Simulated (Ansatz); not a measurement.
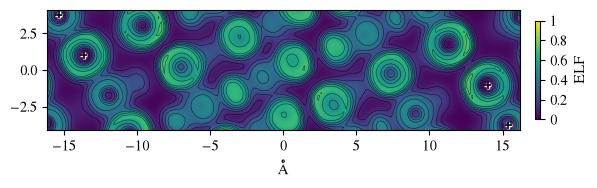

The ELF on a plane through atoms (crosses mark nuclei in the plane).

Level of theory: DFT, PBE, plane waves, PAW (Ansatz).

Candidates:
A. Bi₂Te₃, a = 4.39 Å, b = 4.39 Å, c = 31.36 Å, α = 90.00°, β = 90.00°, γ = 120.00°. Space group R-3m; started from the tetradymite prototype, which need not be the ambient phase.
B. Si, a = 3.85 Å, b = 3.85 Å, c = 5.28 Å, α = 90.00°, β = 90.00°, γ = 90.00°. Space group I4₁/amd; started from the diamond prototype, which need not be the ambient phase; changed on purpose from its base cell (uniaxial z strain -3.0%); computed pressure about 4 GPa in this cell.

Q: Which candidate gave the map?

A: Candidate A: Bi₂Te₃ on the (111) plane of the conventional cell, which holds Bi and Te. Bi–Te (3.06 Å): the ELF peaks at about 0.65 in the valence shell of Te, 1.3 Å from its nucleus, and drops to about 0.35 between the two atoms. Bi–Te (3.25 Å): the ELF peaks at about 0.65 in the valence shell of Te, 1.3 Å from its nucleus, and drops to about 0.30 between the two atoms.
